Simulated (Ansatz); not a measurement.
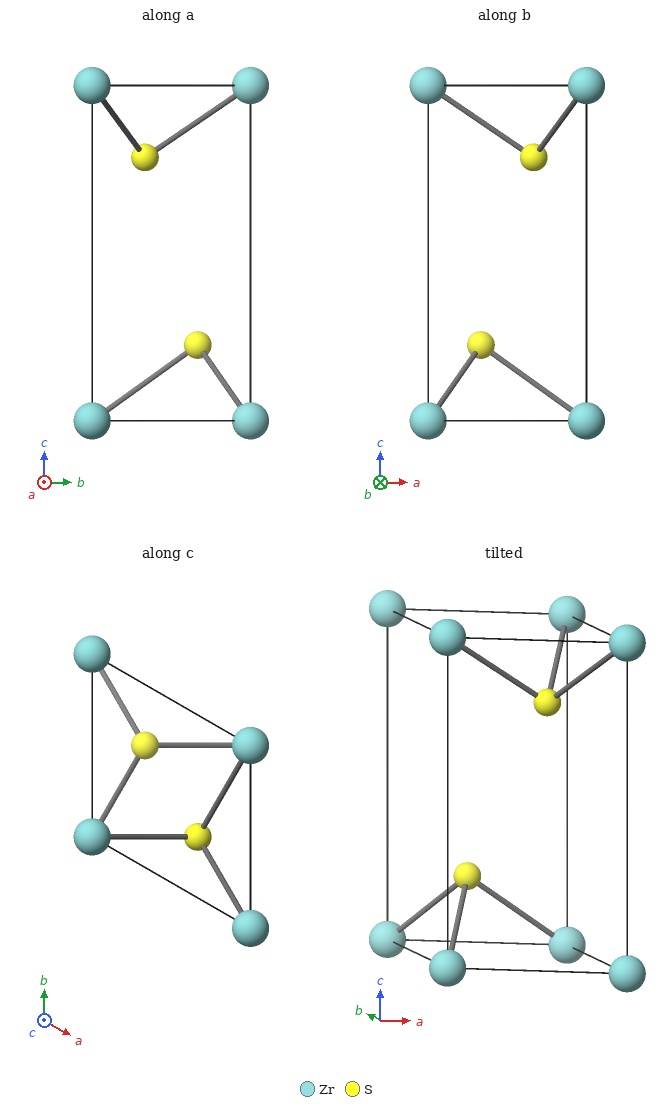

Crystal structure, ball-and-stick style, seen along the a axis, along the b axis, along the c axis and slightly off an axis. The wireframe shows the unit cell.

Lattice parameters: a = 3.6852 Å, b = 3.6852 Å, c = 6.7578 Å, α = 90.000°, β = 90.000°, γ = 120.000°.

Convert the drawing into a CIF in P1 with every atom of the cell, with free fractional coordinates to two decimals.

Answer.
```cif
data_structure
_symmetry_space_group_name_H-M 'P 1'
_symmetry_Int_Tables_number 1
_cell_length_a 3.6852
_cell_length_b 3.6852
_cell_length_c 6.7578
_cell_angle_alpha 90.000
_cell_angle_beta 90.000
_cell_angle_gamma 120.000
_cell_volume 79.48
loop_
_atom_site_label
_atom_site_type_symbol
_atom_site_fract_x
_atom_site_fract_y
_atom_site_fract_z
_atom_site_occupancy
Zr1 Zr 0.00 0.00 0.00 1
S1 S 0.33 0.67 0.23 1
S2 S 0.67 0.33 0.79 1
```

The cell started as a structure type known for this compound. The cell was then strained or its atoms displaced on purpose. It went into a calculation with Ansatz.

At this level of theory the cell isn't at rest (forces up to 0.7 eV/Å), so its distances can differ from those at equilibrium, the more so the softer the solid.
